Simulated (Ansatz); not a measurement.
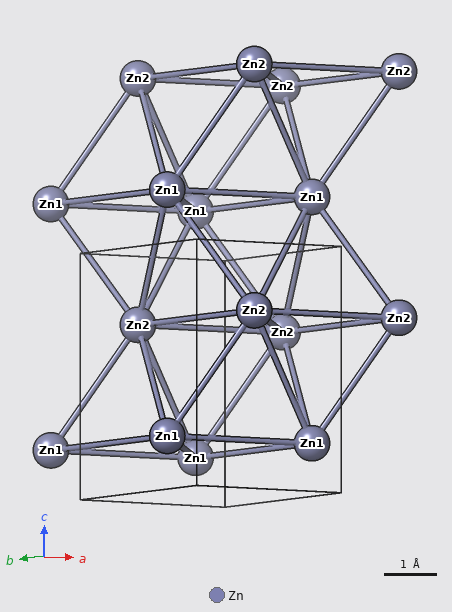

The starting point is a symmetric starting cell of Zn (made from another compound by putting Zn in place of Mg). Style: ball-and-stick. Shown: the cell of the calculation, repeated 2 × 2 × 2 with one cell outlined, from a free direction.

Level of theory: Ansatz 0.2.0, DFT PBE, scalar-relativistic, plane waves, PAW. (plane-wave cutoff 420 eV; k-point mesh 15 × 15 × 8; occupations gaussian; smearing width 0.1 eV; no spin polarisation)

Change: All lengths are scaled by +3.7 % (volume +11.4 %), the atoms keeping their fractional coordinates. No relaxation follows. The starting cell wasn't computed here and needn't be at equilibrium, so pressure and forces aren't due to the change alone.

**What does the calculation give for the changed structure?**

Among the bonded contacts that change: Zn–Zn 2.944 → 3.046 to 3.058 Å. The space group stays P6_3/mmc (No. 194). The pressure is −9.0 GPa (not all of it need come from the change, since the unchanged cell can be under pressure at this level too). All forces vanish by symmetry.

The changed structure in the same view:

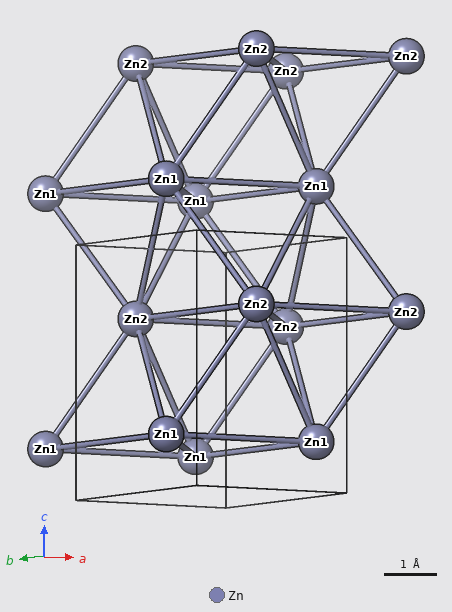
